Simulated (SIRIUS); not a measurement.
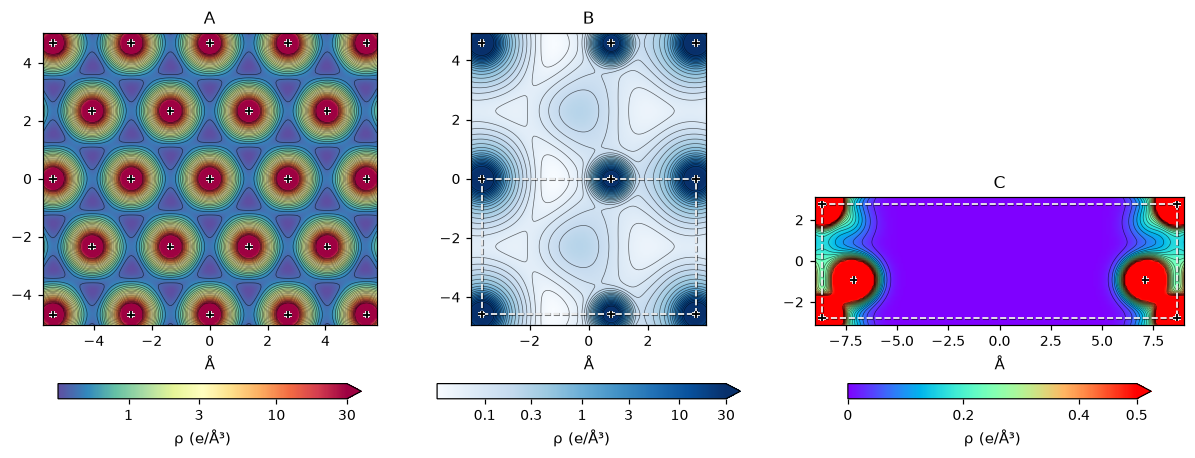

The total electron density of 3 systems, each on a plane through atoms (crosses mark nuclei in the plane).

Method: Kohn-Sham DFT of a periodic cell, PBEsol, all-electron FP-LAPW in SIRIUS.

System 1: Mg3Sb2, the (11̄0) plane of the conventional cell. Space group P-3m1; not relaxed (largest force 0.5 eV/Å).

```xyz
5
Lattice="4.5820 0.0000 0.0000 -2.2910 3.9681 0.0000 0.0000 0.0000 7.2440" Properties=species:S:1:pos:R:3 pbc="T T T"
Sb    2.2910    1.3227    5.5417
Sb    0.0000    2.6454    1.7023
Mg    0.0000    0.0000    0.0000
Mg    2.2910    1.3227    2.6803
Mg    0.0000    2.6454    4.5637
```

System 2: Ir, the (111) plane of the conventional cell. Space group Fm-3m.

```
Ir
1.0
     3.83120    0.00000    0.00000
     0.00000    3.83120    0.00000
     0.00000    0.00000    3.83120
Ir
4
Direct
  0.00000 0.00000 0.00000
  0.50000 0.50000 0.00000
  0.50000 0.00000 0.50000
  0.00000 0.50000 0.50000
```

System 3: MoS2, the (110) plane of the conventional cell. Space group P-6m2; a structure from a database of computed crystals, not necessarily the ambient phase.

```xyz
3
Lattice="3.1841 0.0000 0.0000 -1.5921 2.7575 0.0000 0.0000 0.0000 17.3346" Properties=species:S:1:pos:R:3 pbc="T T T"
Mo    0.0000    0.0000    0.0000
S     0.0000    1.8384   15.7833
S     0.0000    1.8384    1.5513
```

> Match each panel to its system.

Panel A is system 2, Ir: the plane holds Ir. Ir–Ir (2.71 Å): ρ at the midpoint is about 0.46 e/Å³. Panel B is system 1, Mg3Sb2: the plane holds Sb and Mg. Mg–Sb (2.86 Å): ρ at the midpoint is about 0.26 e/Å³. Panel C is system 3, MoS2: the plane holds Mo and S. Mo–S (2.41 Å): the density is about 0.6 e/Å³ at the midpoint.
